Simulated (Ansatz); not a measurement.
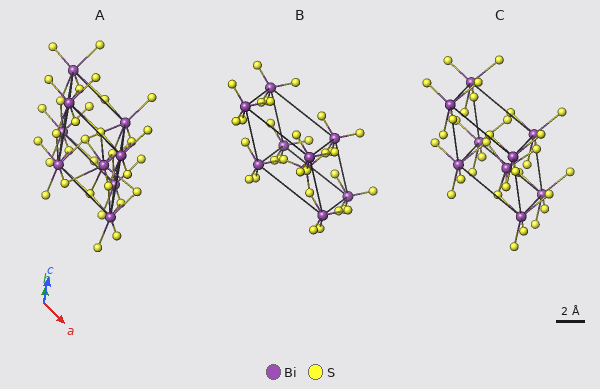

3 geometries from one relaxation of solid BiS$_{2}$ (built on the SiO2-122 type type), in shuffled order. The picture is a ball-and-stick view of the cell of the calculation, seen slightly off an axis.

All numbers below come from DFT, PBEsol, plane waves, PAW in Ansatz. (plane-wave cutoff 420 eV; k-point mesh 6 × 6 × 6; occupations fermi dirac; smearing width 0.03 eV; no spin polarisation; cell and atoms relaxed; force threshold 0.01 eV/Å; at most 120 steps)

Q: Order the frames from highest to lowest energy.

A: B, C, A. They are steps 0, 11, 30, at +41.170 eV per cell of the calculation, +1.322 eV per cell of the calculation relative to the last. The energy falls by 41.170 eV per cell of the calculation in 26 accepted moves (30 points after the start). Largest force component: 13 eV/Å at the start, 0.0011 eV/Å at the end. Pressure: 129.07 GPa at the start and 0.01 GPa at the end. The line search rejected the trial steps at points 16, 21 of the run. The SCF was repeated twice at an unchanged geometry on a basis and grid sized afresh for the cell, which shifted the energy by 0.103 eV per cell of the calculation at most. The largest moves relative to the cell, 1.27 Å, are those of S atoms. Bi stays in place. The volume changes by −5.8 %, with a = b = c 5.997 → 5.766 Å (−3.9 %), α 121.4° → 102.8°, β 121.4° → 102.8°, γ 87.6° → 123.8°. Near-neighbour distances that change, for instance: S–S 4.689 → 2.734 Å, Bi–S 4.278 → 3.170 Å, Bi–S 1.910 → 2.747 Å. Bond angles that change, for instance: Bi–S–Bi 145.4° → 88.8°, S–Bi–S 110.9° → 151.4°, S–Bi–S 108.7° → 93.5°. The space group stays I-42d (No. 122).
